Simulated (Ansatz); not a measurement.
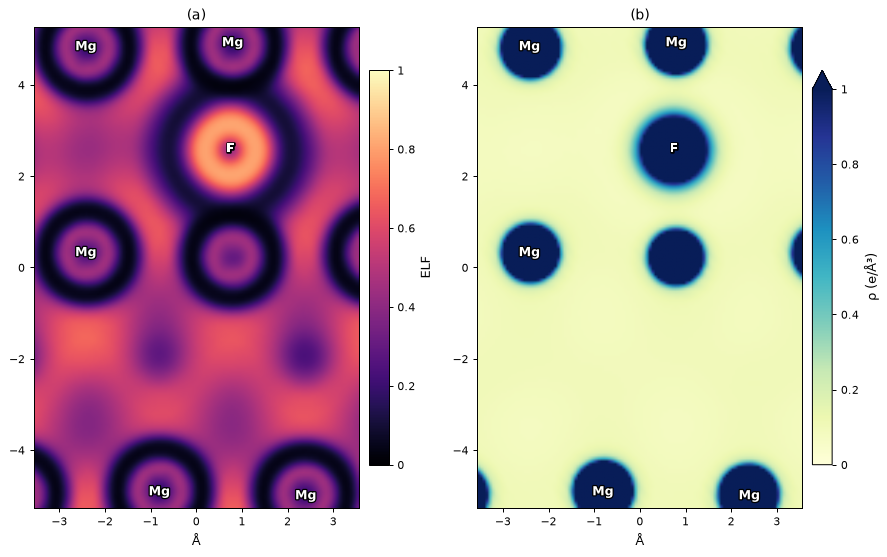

*Mg12F (cell with a defect). (a) electron localisation function; (b) valence charge density (pseudo) on the (011) plane of the calculation cell.*

Computed without spin polarisation.

All numbers below come from DFT PBE, scalar-relativistic, plane waves, PAW in Ansatz.

Core electrons are frozen (PAW), and the valence fields are smoothed inside the atomic spheres.

### What do the fields say about this system?

The section cuts through Mg and F sites.
Atoms just off the plane (Mg, 0.3 Å away) can leave unmarked features too.
Mg–F (2.33 Å): ρ at the midpoint is about 0.16 e/Å³; the ELF is about 0.15 at the midpoint (no localised pair shows between them).
Between the atoms the lowest density in this plane is 0.07 e/Å³.
